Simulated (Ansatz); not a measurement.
# TiSi2: what the fields show

```
Ti Si
1.0
    -2.38951    4.11752    0.00000
    -2.38951   -4.11752    0.00000
     2.38951    0.00000    4.26290
Ti Si
2 4
Direct
  0.72981 0.24548 0.49582
  0.50981 0.51188 0.00361
  0.41190 0.59878 0.50053
  0.08792 0.91094 0.50376
  0.15524 0.83538 0.00909
  0.85264 0.17242 0.00211
```

Space group P1; a structure from a database of computed crystals, not necessarily the ambient phase; changed on purpose from its base cell (atoms moved at random by about 0.05 A); not relaxed (largest force 1.1 eV/Å).

Level of theory: Kohn-Sham DFT of a periodic cell, PBEsol, Ansatz PAW (Ansatz 0.2.0).

The density is the valence pseudo-density of a PAW calculation; it isn't the true density close to the nuclei.

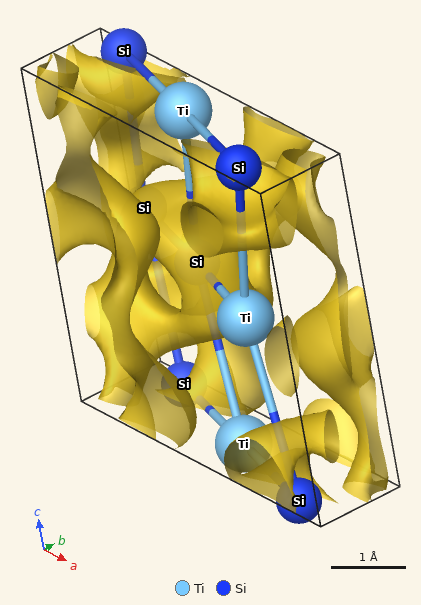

Figure 1. Isosurface of the ELF at 0.65 (yellow), seen at an oblique angle. Only the valence region is drawn (cores and ρ < 0.01 e/Å³ removed). Sticks mark near contacts.

### What do the ELF domains correspond to?

The ELF exceeds this value in channels that run through the cell in one direction, counted in one cell of 6 atoms. Regions shared between cells count once. Along the contacts the grid gives the following. Si–Si (2.48 Å): the ELF peaks at about 0.80 between the atoms. Ti–Si (2.49 Å): the ELF peaks at about 0.75 in the valence shell of Si, 0.9 Å from its nucleus, and is about 0.40 at the midpoint.

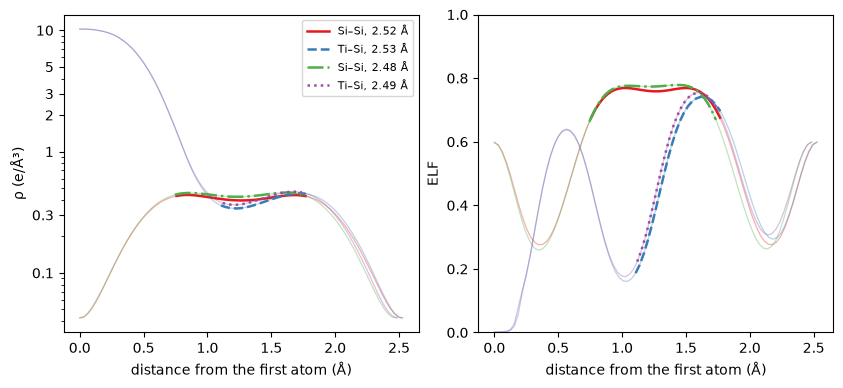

Figure 2. Valence charge density (pseudo) and ELF along straight lines between neighbouring atoms. Thin, pale parts lie inside the atomic spheres.

### Compare the contacts.

Si–Si (2.52 Å): the density is about 0.4 e/Å³ at the midpoint; the ELF peaks at about 0.75 between the atoms.
Ti–Si (2.53 Å): ρ is about 0.34 e/Å³ halfway; the ELF peaks at about 0.75 in the valence shell of Si, 0.9 Å from its nucleus, and is about 0.40 at the midpoint.
Si–Si (2.48 Å): the density is about 0.42 e/Å³ at the midpoint; the ELF peaks at about 0.80 between the atoms.
Ti–Si (2.49 Å): ρ is about 0.37 e/Å³ halfway; the ELF peaks at about 0.75 in the valence shell of Si, 0.9 Å from its nucleus, and is about 0.40 at the midpoint.

### Does the calculation give a band gap?

It is gapless in this calculation (a metal or semimetal).
